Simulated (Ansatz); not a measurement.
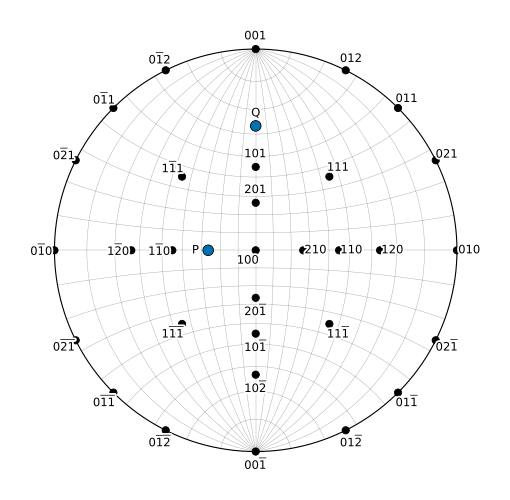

Stereographic projection of plane normals (upper hemisphere) centred on (1 0 0). Crystal: Ge, the input geometry of an electronic-structure calculation (not necessarily at equilibrium); the starting structure was generated, so it need not be a known form of this composition. Geometry calculated from the standardised cell; symmetry tolerance 0.002 Å.

a = 5.329 Å, b = 5.329 Å, c = 5.329 Å, α = 90.00°, β = 90.00°, γ = 90.00°.

Index the poles marked P, Q.

P is (2 −1 0), 26.6° from the centre; Q is (1 0 2), 63.4° from the centre.

What is the angle between the normals of (0 1 1) and (0 −2 −1), and what are their d_hkl = 1/|g|?

161.6°; d = 3.768 Å and 2.383 Å.
